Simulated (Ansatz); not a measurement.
**Single-point calculation, with input and output: TaN (part 2 of 3)**

TaN (4 atoms in the cell); DFT PBEsol+U, scalar-relativistic, plane waves, PAW, Ueff = 4 eV on Ta atom 1 d; Ueff = 4 eV on Ta atom 2 d, spin-polarised (Ansatz 0.2.0); cutoff 420 eV, 7×7×4 k-mesh, Gaussian smearing of 0.05 eV, collinear spins. The structure derives from an entry of the Crystallography Open Database. It belongs to a series of runs on one base structure; here: natural orbitals of the symmetric run, filled by rank.

Geometry of the input (Å; fractional positions):
```
3.0480  0.0000  0.0000
-1.5240  2.6396  0.0000
0.0000  0.0000  4.9180
Ta 0.0000  0.0000  0.0000
Ta 0.0000  0.0000  0.5000
N  0.3333  0.6667  0.2500
N  0.6667  0.3333  0.7500
```

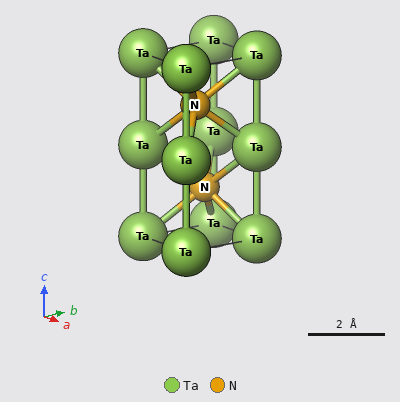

The structure (ball-and-stick view of the cell of the calculation, seen slightly off an axis).

**Log, continued**
```
SCF iter   1: F=—  HF=-20359.376715 eV  |F-HF|=—  |Δ(HF+E_count)|=         —  Δρ=8.14e-2 (↑8.14e-2 ↓7.83e-2)  dr2=3.35e0  dr2_m=1.50e0  M=2.290 μB ∫|m|=2.298 μB  β_m=0.30  ethr=3.10e-3  ⟨swp⟩=6.0  Hψ=10572  notcnv=0
preconditioner: auto → Kerker (q_TF=auto, 2.686 Å⁻¹)  [metal: Δε(μ)=0.017 eV  Ē_g=11.961 eV  σ=0.050 eV  W_gap=0.18  n_scr=10 (ndim 8)  ℏωp=26.4 eV  f_vac=0.000  D(μ)=1.85/eV (n_scr^D=22)]
spin=Collinear: Kerker preconditioning applied to the charge; magnetization (m = ρ↑ − ρ↓) channel mixes plain (no charge-response kernel on spin).
SCF iter   2: F=—  HF=-20359.087197 eV  |F-HF|=—  |Δ(HF+E_count)|=   2.90e-1  Δρ=5.57e-2 (↑5.51e-2 ↓5.57e-2)  dr2=1.33e0  dr2_m=7.71e-1  M=2.217 μB ∫|m|=2.227 μB  β_m=0.30  ethr=3.10e-3  ⟨swp⟩=2.2  Hψ=3726  notcnv=0  defer=131
preconditioner: auto → none  [insulator: Δε(μ)=0.060 eV  Ē_g=11.705 eV  σ=0.050 eV  W_gap=0.57  n_scr=10 (ndim 8)  ℏωp=26.4 eV  f_vac=0.000  D(μ)=1.06/eV (n_scr^D=2)  ε∞_Penn≈6.1]
SCF iter   3: F=—  HF=-20358.857766 eV  |F-HF|=—  |Δ(HF+E_count)|=   2.29e-1  Δρ=3.54e-2 (↑3.35e-2 ↓3.54e-2)  dr2=1.23e-1  dr2_m=3.87e-1  M=2.203 μB ∫|m|=2.211 μB  β_m=0.30  ethr=3.10e-3  ⟨swp⟩=2.0  Hψ=3470  notcnv=0  defer=131
SCF iter   4: F=—  HF=-20358.898814 eV  |F-HF|=—  |Δ(HF+E_count)|=   4.10e-2  Δρ=2.39e-2 (↑2.39e-2 ↓2.34e-2)  dr2=7.03e-3  dr2_m=1.99e-1  M=2.186 μB ∫|m|=2.193 μB  β_m=0.30  ethr=3.43e-4  ⟨swp⟩=2.8  Hψ=4855  notcnv=0  defer=139
SCF iter   5: F=—  HF=-20358.934549 eV  |F-HF|=—  |Δ(HF+E_count)|=   3.57e-2  Δρ=1.69e-2 (↑1.69e-2 ↓1.67e-2)  dr2=1.50e-3  dr2_m=1.02e-1  M=2.180 μB ∫|m|=2.186 μB  β_m=0.30  ethr=1.95e-5  ⟨swp⟩=2.4  Hψ=3868  notcnv=0  defer=137
SCF iter   6: F=—  HF=-20358.953661 eV  |F-HF|=—  |Δ(HF+E_count)|=   1.91e-2  Δρ=1.20e-2 (↑1.19e-2 ↓1.20e-2)  dr2=2.04e-5  dr2_m=5.21e-2  M=2.174 μB ∫|m|=2.180 μB  β_m=0.30  ethr=4.17e-6  ⟨swp⟩=2.0  Hψ=3615  notcnv=0  defer=137
SCF iter   7: F=—  HF=-20358.963691 eV  |F-HF|=—  |Δ(HF+E_count)|=   1.00e-2  Δρ=8.61e-3 (↑8.61e-3 ↓8.59e-3)  dr2=8.22e-6  dr2_m=2.68e-2  M=2.169 μB ∫|m|=2.175 μB  β_m=0.30  ethr=5.68e-8  ⟨swp⟩=3.2  Hψ=5121  notcnv=0  defer=137
Mixer restart at iter 7: flushing history
spin-set hold released at iteration 7 (site moments contracting): the magnetisation degrees of freedom join the quasi-Newton model from the next iteration; the mixer history was flushed
SCF iter   8: F=—  HF=-20358.968946 eV  |F-HF|=—  |Δ(HF+E_count)|=   5.25e-3  Δρ=6.18e-3 (↑6.18e-3 ↓6.16e-3)  dr2=3.79e-6  dr2_m=1.38e-2  M=2.166 μB ∫|m|=2.171 μB  β_m=0.65  ethr=2.28e-8  ⟨swp⟩=3.1  Hψ=5150  notcnv=0  defer=137
SCF iter   9: F=—  HF=-20358.974768 eV  |F-HF|=—  |Δ(HF+E_count)|=   5.82e-3  Δρ=1.95e-4 (↑1.95e-4 ↓1.35e-4)  dr2=5.76e-6  dr2_m=8.74e-6  M=2.159 μB ∫|m|=2.164 μB  β_m=0.78  ethr=1.05e-8  ⟨swp⟩=4.0  Hψ=6462  notcnv=0  defer=137
SCF iter  10: F=—  HF=-20358.974781 eV  |F-HF|=—  |Δ(HF+E_count)|=   1.24e-5  Δρ=1.34e-4 (↑6.58e-5 ↓1.34e-4)  dr2=1.28e-5  dr2_m=1.18e-6  M=2.159 μB ∫|m|=2.164 μB  β_m=0.69  ethr=1.05e-8  ⟨swp⟩=3.0  Hψ=4275  notcnv=0  defer=137
SCF iter  11: F=—  HF=-20358.974779 eV  |F-HF|=—  |Δ(HF+E_count)|=   2.10e-6  Δρ=7.75e-5 (↑7.75e-5 ↓3.32e-5)  dr2=2.30e-6  dr2_m=7.74e-7  M=2.159 μB ∫|m|=2.164 μB  β_m=0.69  ethr=1.05e-8  ⟨swp⟩=3.4  Hψ=4330  notcnv=0  defer=137
Mixer restart at iter 11: flushing history
SCF iter  12: F=—  HF=-20358.977133 eV  |F-HF|=—  |Δ(HF+E_count)|=         —  Δρ=9.01e-5 (↑9.01e-5 ↓3.86e-5)  dr2=5.06e-6  dr2_m=6.10e-7  M=2.159 μB ∫|m|=2.164 μB  β_m=0.69  ethr=6.38e-9  ⟨swp⟩=2.0  Hψ=2751  notcnv=0  defer=137
SCF iter  13: F=—  HF=-20361.769084 eV  |F-HF|=—  |Δ(HF+E_count)|=    2.79e0  Δρ=1.42e-2 (↑1.42e-2 ↓1.21e-2)  dr2=1.41e-1  dr2_m=2.85e-2  M=1.719 μB ∫|m|=1.740 μB  β_m=0.06  ethr=6.38e-9  ⟨swp⟩=6.1  Hψ=9775  notcnv=0  defer=136
SCF iter  14: F=—  HF=-20361.856575 eV  |F-HF|=—  |Δ(HF+E_count)|=   8.75e-2  Δρ=1.24e-2 (↑1.24e-2 ↓9.96e-3)  dr2=7.48e-2  dr2_m=2.59e-2  M=1.698 μB ∫|m|=1.717 μB  β_m=0.09  ethr=6.38e-9  ⟨swp⟩=4.1  Hψ=7511  notcnv=0  defer=127
SCF iter  15: F=—  HF=-20361.982850 eV  |F-HF|=—  |Δ(HF+E_count)|=   1.26e-1  Δρ=1.00e-2 (↑1.00e-2 ↓7.17e-3)  dr2=1.42e-2  dr2_m=2.20e-2  M=1.597 μB ∫|m|=1.617 μB  β_m=0.16  ethr=6.38e-9  ⟨swp⟩=5.2  Hψ=7926  notcnv=0  defer=127
SCF iter  16: F=—  HF=-20362.269504 eV  |F-HF|=—  |Δ(HF+E_count)|=   2.87e-1  Δρ=8.84e-3 (↑8.84e-3 ↓5.27e-3)  dr2=1.16e-2  dr2_m=1.43e-2  M=1.454 μB ∫|m|=1.466 μB  β_m=0.52  ethr=6.38e-9  ⟨swp⟩=5.0  Hψ=7715  notcnv=0  defer=126
SCF iter  17: F=—  HF=-20362.603204 eV  |F-HF|=—  |Δ(HF+E_count)|=   3.34e-1  Δρ=5.50e-3 (↑5.50e-3 ↓4.27e-3)  dr2=1.09e-2  dr2_m=4.88e-3  M=1.047 μB ∫|m|=1.057 μB  β_m=0.78  ethr=6.38e-9  ⟨swp⟩=5.4  Hψ=9223  notcnv=0  defer=140
SCF iter  18: F=—  HF=-20362.635895 eV  |F-HF|=—  |Δ(HF+E_count)|=   3.27e-2  Δρ=2.80e-3 (↑2.80e-3 ↓1.41e-3)  dr2=9.35e-4  dr2_m=1.37e-3  M=0.826 μB ∫|m|=0.852 μB  β_m=0.89  ethr=6.38e-9  ⟨swp⟩=5.3  Hψ=8604  notcnv=0  defer=130
SCF iter  19: F=—  HF=-20362.651022 eV  |F-HF|=—  |Δ(HF+E_count)|=   1.51e-2  Δρ=2.89e-3 (↑2.89e-3 ↓2.32e-3)  dr2=2.44e-4  dr2_m=2.38e-3  M=0.649 μB ∫|m|=0.685 μB  β_m=0.94  ethr=6.38e-9  ⟨swp⟩=4.0  Hψ=6702  notcnv=0  defer=129
SCF iter  20: F=—  HF=-20362.678399 eV  |F-HF|=—  |Δ(HF+E_count)|=   2.74e-2  Δρ=3.02e-3 (↑3.02e-3 ↓2.49e-3)  dr2=3.25e-4  dr2_m=2.66e-3  M=0.399 μB ∫|m|=0.471 μB  β_m=0.97  ethr=6.38e-9  ⟨swp⟩=4.5  Hψ=6889  notcnv=0  defer=128
SCF iter  21: F=—  HF=-20362.689204 eV  |F-HF|=—  |Δ(HF+E_count)|=   1.08e-2  Δρ=1.99e-3 (↑1.99e-3 ↓1.75e-3)  dr2=3.35e-4  dr2_m=1.17e-3  M=0.319 μB ∫|m|=0.389 μB  β_m=0.15  ethr=6.38e-9  ⟨swp⟩=4.1  Hψ=6573  notcnv=0  defer=128
SCF iter  22: F=—  HF=-20362.696120 eV  |F-HF|=—  |Δ(HF+E_count)|=   6.92e-3  Δρ=2.62e-3 (↑2.62e-3 ↓2.04e-3)  dr2=7.30e-4  dr2_m=1.73e-3  M=0.190 μB ∫|m|=0.273 μB  β_m=0.79  ethr=6.38e-9  ⟨swp⟩=3.9  Hψ=6106  notcnv=0  defer=128
SCF iter  23: F=—  HF=-20362.721547 eV  |F-HF|=—  |Δ(HF+E_count)|=   2.54e-2  Δρ=3.31e-3 (↑3.31e-3 ↓2.60e-3)  dr2=1.47e-3  dr2_m=2.79e-3  M=-0.044 μB ∫|m|=0.047 μB  β_m=0.92  ethr=6.38e-9  ⟨swp⟩=5.3  Hψ=7944  notcnv=0  defer=123
SCF iter  24: F=—  HF=-20362.723114 eV  |F-HF|=—  |Δ(HF+E_count)|=   1.57e-3  Δρ=1.62e-3 (↑1.52e-3 ↓1.62e-3)  dr2=1.46e-4  dr2_m=8.25e-4  M=-0.049 μB ∫|m|=0.050 μB  β_m=0.96  ethr=6.38e-9  ⟨swp⟩=3.9  Hψ=6853  notcnv=0  defer=114
SCF iter  25: F=—  HF=-20362.723745 eV  |F-HF|=—  |Δ(HF+E_count)|=   6.32e-4  Δρ=1.14e-3 (↑8.98e-4 ↓1.14e-3)  dr2=8.95e-4  dr2_m=1.76e-4  M=0.048 μB ∫|m|=0.055 μB  β_m=0.76  ethr=6.38e-9  ⟨swp⟩=4.1  Hψ=6534  notcnv=0  defer=114
SCF iter  26: F=—  HF=-20362.723925 eV  |F-HF|=—  |Δ(HF+E_count)|=   1.80e-4  Δρ=5.34e-4 (↑5.34e-4 ↓3.61e-4)  dr2=3.60e-5  dr2_m=6.25e-5  M=0.035 μB ∫|m|=0.040 μB  β_m=0.88  ethr=6.38e-9  ⟨swp⟩=4.7  Hψ=6429  notcnv=0  defer=116
SCF iter  27: F=—  HF=-20362.724157 eV  |F-HF|=—  |Δ(HF+E_count)|=   2.32e-4  Δρ=2.60e-4 (↑2.60e-4 ↓1.27e-4)  dr2=2.32e-5  dr2_m=8.32e-6  M=0.002 μB ∫|m|=0.004 μB  β_m=0.79  ethr=6.38e-9  ⟨swp⟩=3.2  Hψ=5451  notcnv=0  defer=116
SCF iter  28: F=—  HF=-20362.724160 eV  |F-HF|=—  |Δ(HF+E_count)|=   2.79e-6  Δρ=5.80e-5 (↑5.80e-5 ↓4.68e-5)  dr2=6.23e-7  dr2_m=6.75e-7  M=0.003 μB ∫|m|=0.004 μB  β_m=0.89  ethr=6.38e-9  ⟨swp⟩=2.7  Hψ=4295  notcnv=0  defer=116
SCF iter  29: F=—  HF=-20362.724162 eV  |F-HF|=—  |Δ(HF+E_count)|=   1.73e-6  Δρ=4.07e-5 (↑4.07e-5 ↓2.85e-5)  dr2=6.55e-7  dr2_m=2.71e-7  M=-0.000 μB ∫|m|=0.001 μB  β_m=0.94  ethr=1.73e-9  ⟨swp⟩=2.1  Hψ=3975  notcnv=0  defer=116
iter 30 did not close the SCF: its close was put off for a magnetic moment that had not settled (scf_convergence_deferred on its scf_iter line)
SCF iter  30: F=-20362.724163 eV  HF=-20362.724163 eV  |F-HF|=4.15e-9  |Δ(HF+E_count)|=   1.76e-6  Δρ=5.55e-6 (↑5.28e-6 ↓5.55e-6)  dr2=1.54e-8  dr2_m=6.51e-9  M=0.001 μB ∫|m|=0.001 μB  β_m=0.92  ethr=2.78e-10  ⟨swp⟩=11.3  Hψ=16226  notcnv=0
iter 31 did not close the SCF: its close was put off for a magnetic moment that had not settled (scf_convergence_deferred on its scf_iter line)
SCF iter  31: F=-20362.724163 eV  HF=-20362.724163 eV  |F-HF|=3.44e-9  |Δ(HF+E_count)|=   3.22e-8  Δρ=2.60e-6 (↑2.60e-6 ↓2.25e-6)  dr2=3.15e-9  dr2_m=1.36e-9  M=0.001 μB ∫|m|=0.001 μB  β_m=0.96  ethr=4.28e-11  ⟨swp⟩=5.9  Hψ=12962  notcnv=0
iter 32 did not close the SCF: its close was put off for a magnetic moment that had not settled (scf_convergence_deferred on its scf_iter line)
SCF iter  32: F=-20362.724163 eV  HF=-20362.724163 eV  |F-HF|=1.42e-9  |Δ(HF+E_count)|=   9.73e-9  Δρ=1.42e-6 (↑1.42e-6 ↓1.30e-6)  dr2=4.77e-10  dr2_m=5.49e-10  M=0.001 μB ∫|m|=0.001 μB  β_m=0.98  ethr=8.74e-12  ⟨swp⟩=5.2  Hψ=12316  notcnv=0
iter 33 did not close the SCF: its close was put off for a magnetic moment that had not settled (scf_convergence_deferred on its scf_iter line)
SCF iter  33: F=-20362.724163 eV  HF=-20362.724163 eV  |F-HF|=3.67e-10  |Δ(HF+E_count)|=   1.10e-8  Δρ=6.84e-7 (↑5.94e-7 ↓6.84e-7)  dr2=8.27e-11  dr2_m=1.28e-10  M=0.000 μB ∫|m|=0.000 μB  β_m=0.99  ethr=1.32e-12  ⟨swp⟩=4.9  Hψ=12679  notcnv=0
SCF iter  34: F=-20362.724163 eV  HF=-20362.724163 eV  |F-HF|=1.82e-11  |Δ(HF+E_count)|=   3.33e-9  Δρ=3.29e-7 (↑3.29e-7 ↓3.13e-7)  dr2=9.21e-11  dr2_m=1.85e-11  M=0.000 μB ∫|m|=0.000 μB  ethr=1.00e-12  ⟨swp⟩=4.6  Hψ=11762  notcnv=0
WARN: the starting moments were not kept: the SCF closed with an absolute magnetisation of 1.2e-4 μB, where they sum to 4 μB in size (2 sites). That is at most 0.1 of that sum. Measured as dr2_m measures the in/out step, that magnetisation stands 1.9e-9 eV from none, at or under the dr2_threshold of 1.0e-7 eV: it is no larger than a step whose dr2_m would equal this threshold. The system may hold no moment; this SCF shows only that its start led to no more than that. To try another start: raise the starting moments (crystal.atoms[].spin, magnetization.per_species, magnetization.initial_magnetization, or on a non-collinear deck that types none of these the spinor_matrix: blocks that start its atoms; where the total moment is fixed, keep their sum and leave initial_magnetization as it is; typed ones take the place of any that the run laid by itself, positive ones on a crystal's lanthanoids without a Hubbard term where scf.initial_density.shell_occupations: [] is typed) or, if the notice of its spin-set hold's release reads "site moments contracting" or "site moments show no strong build", lengthen the hold (scf.mixing.spin_hold: { on: { confirm: 4 } }; for m-r²SCAN on two components see the key's manual first). Each may lead to a state that holds a moment. A second SCF, from the converged charge density, with the starting moments and any scf.initial_density.shell_occupations laid on it anew, would have followed, and was not run: the deck does not ask for one (magnetization.retry_lost_moments is false, the default). To let it run, set magnetization.retry_lost_moments: true and run the deck again, where that key's refused combinations let it; where memory then withholds it, that run's warning says so.
WARN: hamiltonian.hubbard: on 4 of 4 specified blocks the occupation matrix of this SCF's result fails the test of the specified filling. At site 0 ↑ (sites count from 0 in the list of atoms of the cell that this SCF solves) the least filled combination of the orbitals specified full has occupation 0.388, and the fullest combination of the orbitals specified empty has occupation 0.388; the filling counts as kept where the first is at least 0.75 and exceeds the second by more than 0.25. The same holds at site 0 ↓, site 1 ↑, site 1 ↓. The state of this SCF's result may not hold the specified filling, though these bounds can also misjudge a state that does. This warning does not say which state is lower in energy, or whether the specified filling is a self-consistent state at all; see hamiltonian.hubbard.sites[].starting_ns, Limitations, and scf.initial_density.shell_occupations in the input reference
SCF 1 converged in 34 iterations: F = -20362.724163 eV  dr2 = 9.21e-11
  greatest PAW one-centre occupation: 1.000 electrons in one spin orbital (limit 2), on the Ta atom at site 1 (counted from 0), in its partial waves of l = 0
SCF converged after 34 iterations
Magnetization: 0.0001 μB (18.0001 up, 17.9999 down)
Absolute magnetization: 0.0001 μB (∫|ρ↑−ρ↓|, with the PAW one-centre terms)
Spin contamination: 0.0000 ħ² per cell (⟨S²⟩ above its minimum at these occupations)
Per-site moments (μB) at R_I (Å): [(2.4617159460558414e-5, 0.8855253724830552), (2.461715946056921e-5, 0.8855253724830553), (-1.6311121427312513e-6, 0.8855253724830553), (-1.6311121428092067e-6, 0.8855253724830552)]
Free energy (F): -20362.724163 eV
Harris-Foulkes:  -20362.724163 eV  (|F-HF|=1.82e-11)
Internal energy: -20362.722374 eV  (E = F + TS)
E sigma→0 (E₀):  -20362.723269 eV
Entropy (-TS):   -0.001789 eV (-0.447 meV/atom)
Fermi energy:    23.087818 eV
--- Per-component energies (eV) ---
  E_band       = -35.424859
  E_kinetic    = 1020.428948
  E_local      = -1153.192552  (includes V_loc(G=0)·N_el)
  E_nonlocal   = 130.534499
  E_hartree    = 404.068932
  E_xc         = -561.410297
  E_vxc        = -570.603527  (∫ρ·V_xc dr)
  E_hubbard    = 9.228127  (on-site DFT+U / exact-exchange correction)
  E_vhub       = 3.092340  (the Hubbard potential's part of the band-sum identity)
  E_paw        = -16794.238894  (= ΣΔE_a)
  E_vpaw       = -273.822836  (= ΣTr[D̂ρ^β])
  E_aug_tail   = 0.000524  (compensation charges beyond the density's cutoff)
  E_ewald      = -3418.625152
  E_core_change = 0.483491  (= ΣΔE_core)
  E_smearing   = -0.001789  (= −TS)
  E_closure    = 0.000000  (closes the sum)
  Σ components = -20362.724163   (vs F -20362.724163, Δ=0.00e0)
```
